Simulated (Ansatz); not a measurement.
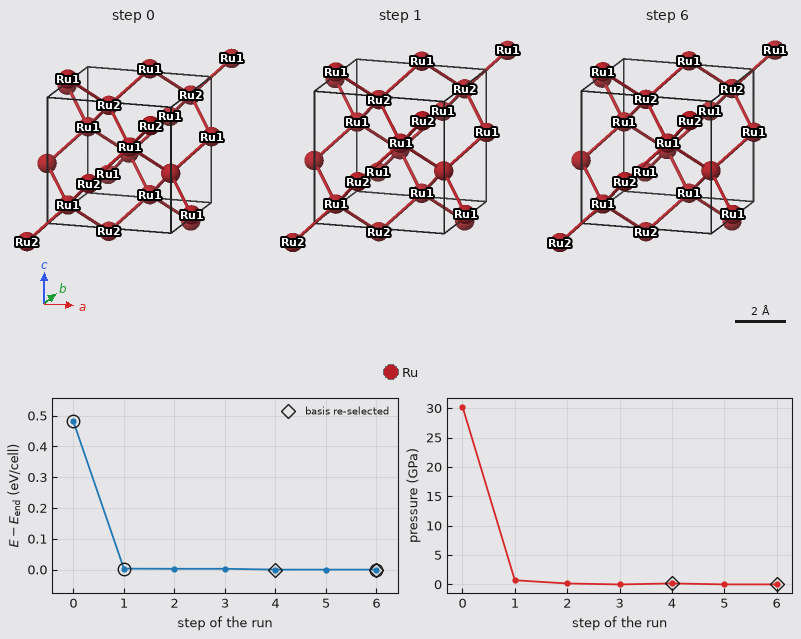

Frames of a relaxation of solid Ru (a generated structure, set up in Fd-3m), marked on the history of the run. Style: ball-and-stick. Shown: the conventional cell (4 times the calculation's cell), slightly off an axis. Lengths and directions refer to the drawn axes.

Phase: diamond.

Computed with DFT, BLYP, plane waves (420 eV) with PAW, scalar-relativistic in Ansatz.

Input file:
```yaml
crystal:
  lattice:
    - [0.0, 2.635171402, 2.635171402]
    - [2.635171402, 0.0, 2.635171402]
    - [2.635171402, 2.635171402, 0.0]
  atoms:
    - { symbol: Ru, position: [0.125, 0.125, 0.125] }
    - { symbol: Ru, position: [0.875, 0.875, 0.875] }
hamiltonian:
  xc: blyp
  pseudopotentials:
    kind: paw
    azcp:
      Ru: "pseudopotentials/Ru.paw.azcp"
basis:
  ecutwfc: 420
  fft_grid_basis: typed
kpoints:
  mp_grid: { grid: [10, 10, 10], shift: [0, 0, 0] }
magnetization:
  spin_polarized: false
scf:
  occupations: { method: fermi_dirac, width: 0.1 }
relax:
  max_steps: 60
  f_tol: 0.01
  cell: {}
output:
  write_density: true
  write_potential: true
  elf: true
  volumetric_format: npy
```

Launched with:
```bash
ansatz run input.yaml --threads 2 --pin off --max-ram 5120MiB --backend cpu --events-out ev --progress --plain --runs-dir out
```

> Describe the path.

After 4 accepted moves (6 points after the start) the energy has fallen by 0.481 eV per cell of the calculation. All forces vanish by symmetry, so only the cell relaxes. The pressure goes from 30.27 to 0.00 GPa. At 2 points the geometry stayed and the basis and grid were re-selected for the new cell (energy shift of 2.7 meV per cell of the calculation at most each time). No atom moves by more than 0.005 Å relative to the cell. The drawn cell changes as follows: a = b = c 5.270 → 5.538 Å (+5.1 %); the volume changes by +16.0 %. Some distances before and after: Ru1–Ru2 2.282 → 2.398 Å. The space group stays Fd-3m (No. 227). From step 0 to 1: volume +15.3 %, energy −0.478 eV per cell of the calculation. From step 1 to 6: volume +0.6 %, energy −3.1 meV per cell of the calculation.

| step | E − E(0), meV/atom | pressure, GPa | volume, Å³/atom | note |
| --- | --- | --- | --- | --- |
| 0 | 0.00 | 30.27 | 18.299 |  |
| 1 | -239.08 | 0.71 | 21.108 |  |
| 2 | -239.28 | 0.16 | 21.186 |  |
| 3 | -239.29 | 0.00 | 21.209 |  |
| 4 | -240.63 | 0.17 | 21.209 | same geometry, new basis |
| 5 | -240.64 | 0.01 | 21.233 |  |
| 6 | -240.65 | 0.00 | 21.233 | same geometry, new basis |
